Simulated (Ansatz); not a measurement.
## Electronic structure of CoSi₂ in real space

The calculation's input:

```
crystal:
  lattice:
    - [0.0, 2.6129405832, 2.6799390597]
    - [2.6129405832, 0.0, 2.6799390597]
    - [2.6129405832, 2.6129405832, 0.0]
  atoms:
    - { symbol: Co, position: [0.0, 0.0, 0.0] }
    - { symbol: Si, position: [0.25, 0.25, 0.25] }
    - { symbol: Si, position: [0.75, 0.75, 0.75] }
basis:
  ecutwfc: 420
kpoints:
  mp_grid: { grid: [16, 16, 16] }
hamiltonian:
  xc: pbe
scf:
  occupations: { method: gaussian, width: 0.15 }
output:
  forces: true
  stress: true
  eigenvalues: true
  write_density: true
  write_potential: true
  elf: true
  volumetric_format: npy
```

Run with:

```sh
ansatz run input.yaml --threads 2 --pin off --max-ram 5120MiB --backend cpu --events-out ev --progress --plain --runs-dir out
```

Below, planes, directions and counts refer to the conventional cell (a = 3.70 Å, b = 3.70 Å, c = 5.36 Å, α = 90.00°, β = 90.00°, γ = 90.00°).

Space group I4/mmm; changed on purpose from its base cell (strain -0.025 along x and y, +0.000 along z, atoms carried along); computed pressure about 10 GPa in this cell; computed without spin polarisation.

All numbers below come from Ansatz, DFT PBE, scalar-relativistic, plane waves, PAW.

In a PAW calculation such maps are meaningful between the atoms, not at the nuclei.

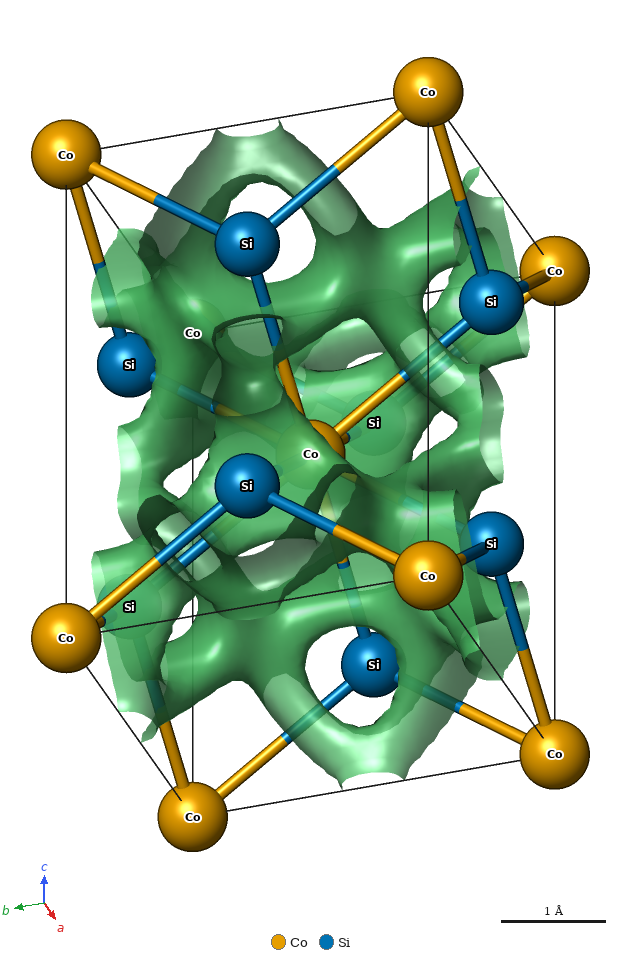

Figure 1. Isosurface of the ELF at 0.6 (green), seen at an oblique angle. Only the valence region is drawn (cores and ρ < 0.01 e/Å³ removed). Sticks mark near contacts.

**What do the ELF domains correspond to?**

The ELF exceeds this value in one network that runs through the whole crystal, counted in one cell of 6 atoms. Regions shared between cells count once.


Co–Si (2.28 Å): the ELF peaks at about 0.75 in the valence shell of Si, 0.9 Å from its nucleus, and is about 0.50 at the midpoint.

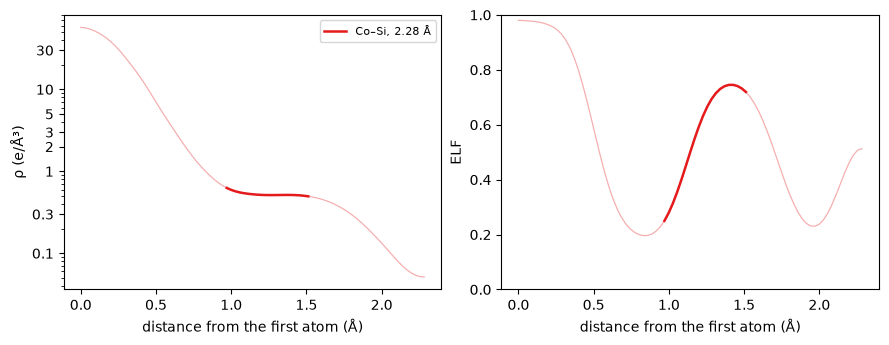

Figure 2. Valence charge density (pseudo) and ELF along straight lines between neighbouring atoms. Thin, pale parts lie inside the atomic spheres.

**What can be read from the curves?**

Co–Si (2.28 Å): ρ is about 0.52 e/Å³ halfway; the ELF peaks at about 0.75 in the valence shell of Si, 0.9 Å from its nucleus, and is about 0.50 at the midpoint.

**Does the calculation make it a metal, or give it a gap?**

It is gapless in this calculation (a metal or semimetal).
